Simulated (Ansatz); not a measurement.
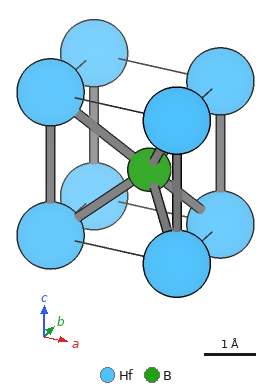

Crystalline HfB (a generated structure, set up in P-6m2), before the relaxation. The picture is a ball-and-stick view of the cell of the calculation, seen slightly off an axis.

Computed with DFT PBE, scalar-relativistic, plane waves, PAW in Ansatz 0.2.0.

The input:
```yaml
crystal:
  lattice:
    - [3.4722282785, 0.0, 0.0]
    - [-1.7361141392, 3.0070378969, 0.0]
    - [0.0, 0.0, 2.8925783022]
  atoms:
    - { symbol: Hf, position: [0.0, 0.0, 0.0] }
    - { symbol: B, position: [0.6666666667, 0.3333333333, 0.5] }
basis:
  ecutwfc: 420
kpoints:
  mp_grid: { grid: [18, 18, 20] }
hamiltonian:
  xc: pbe
scf:
  occupations: { method: gaussian, width: 0.1 }
output:
  forces: true
  stress: true
  eigenvalues: true
relax:
  adjacent_minimum: "off"
  f_tol: 0.01
  max_steps: 80
  cell: { stress_tol: 0.05 }
```

Command:
```bash
ansatz run input.yaml --threads 1 --pin off --max-ram 2560MiB --backend cpu --events-out ev --progress --plain --runs-dir out
```

Predict the outcome.

Answer. Over 3 accepted moves (4 points after the start) the energy falls by 0.5 meV per atom. All forces vanish by symmetry, so only the cell relaxes. Pressure: −0.11 GPa at the start and 0.00 GPa at the end. At 1 point the geometry stayed and the basis and grid were re-selected for the new cell (energy shift of less than 0.05 meV per atom at most each time). The atoms keep their places relative to the cell (all moves are under 0.005 Å). Cell: a = b 3.472 → 3.455 Å (−0.5 %), c 2.893 → 2.916 Å (+0.8 %). Volume −0.2 %. Some distances before and after: Hf1–Hf1 2.893 → 2.916 Å, Hf1–Hf1 (another image) 3.472 → 3.455 Å. The space group stays P-6m2 (No. 187).

Step by step:

| step | E − E(0), meV/atom | pressure, GPa | volume, Å³/atom | note |
| --- | --- | --- | --- | --- |
| 0 | 0.00 | -0.11 | 15.101 |  |
| 1 | -0.55 | 0.19 | 15.051 |  |
| 2 | -0.55 | -0.07 | 15.079 |  |
| 3 | -0.55 | 0.00 | 15.072 |  |
| 4 | -0.55 | 0.00 | 15.072 | same geometry, new basis |

The structure at the end:

```
Hf B
1.0
     3.45512    0.00000    0.00000
    -1.72756    2.99222    0.00000
     0.00000    0.00000    2.91577
Hf B
1 1
Direct
  0.00000 0.00000 0.00000
  0.66667 0.33333 0.50000
```
